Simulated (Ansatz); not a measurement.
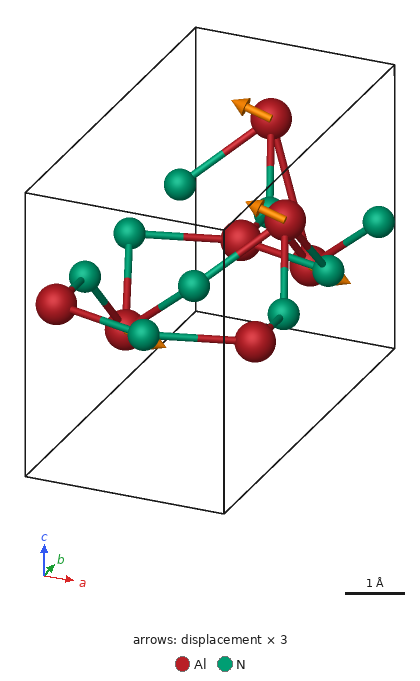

This is a relaxation of crystalline AlN (a generated structure, set up in C2). The starting structure is drawn; orange arrows show the displacements (the part carried along by the change of the cell is left out), 3 times their true length.

A ball-and-stick model of the conventional cell (2 times the calculation's cell), seen slightly off an axis. Lengths and directions refer to the drawn axes.

All numbers below come from Ansatz 0.2.0, DFT PBE, scalar-relativistic, plane waves, PAW.

Input file:
```yaml
crystal:
  lattice:
    - [1.765672931, -5.4646795453, 0.0]
    - [1.765672931, 5.4646795453, 0.0]
    - [-0.5702336281, 0.0, 4.9794231926]
  atoms:
    - { symbol: Al, position: [0.6244297359, 0.5717974599, 0.2539788329] }
    - { symbol: Al, position: [0.4282025401, 0.3755702641, 0.7460211671] }
    - { symbol: Al, position: [0.8169031409, 0.1830968591, 0.5] }
    - { symbol: "N", position: [0.6496309918, 0.3503690082, 0.5] }
    - { symbol: "N", position: [0.0927809511, 0.9072190489, 0.5] }
    - { symbol: "N", position: [0.3880526402, 0.6119473598, 0.5] }
basis:
  ecutwfc: 420
kpoints:
  mp_grid: { grid: [12, 12, 8] }
hamiltonian:
  xc: pbe
scf:
  occupations: { method: gaussian, width: 0.1 }
output:
  forces: true
  stress: true
  eigenvalues: true
relax:
  adjacent_minimum: "off"
  f_tol: 0.01
  max_steps: 80
  cell: { stress_tol: 0.05 }
```

Run as
```bash
ansatz run input.yaml --threads 1 --pin off --max-ram 2560MiB --backend cpu --events-out ev --progress --plain --runs-dir out
```

Atoms of which element are displaced furthest, and by how much?

Answer. Aluminium: up to 0.26 Å, against 0.02 Å for nitrogen.

Describe the change and its energy.

Answer. The largest moves relative to the cell, 0.26 Å, are those of Al1 and Al2. Al2 goes roughly along [−3 0 1]. By element the largest moves are Al 0.26 Å, N 0.02 Å. The drawn cell changes as follows: a 3.531 → 3.422 Å (−3.1 %), b 10.929 → 11.031 Å (+0.9 %), c 5.012 → 4.814 Å (−4.0 %), β 96.5° → 85.2°; the volume changes by −5.8 %. Some distances before and after: Al1–Al2 2.561 → 2.638 Å, Al1–Al2 (another image) 2.636 → 2.707 Å, Al1–N4 1.885 → 1.929 Å, Al3–N6 1.929 → 1.896 Å. Among the angles between lasting bonds that change: Al2–Al1–Al2 149.3° → 128.4°, Al2–Al1–N5 137.5° → 153.4°, Al2–Al1–N4 126.9° → 115.9°. The space group stays C2 (No. 5). After 13 accepted moves (18 points after the start) the energy has fallen by 38.4 meV per cell of the calculation. Largest force component: 0.22 eV/Å at the start, 0.0051 eV/Å at the end. Pressure: 0.01 GPa at the start and 0.00 GPa at the end. The line search rejected the trial steps at points 4, 9 of the run. At 3 points the geometry stayed and the basis and grid were re-selected for the new cell (energy shift of 5.1 meV per cell of the calculation at most each time).
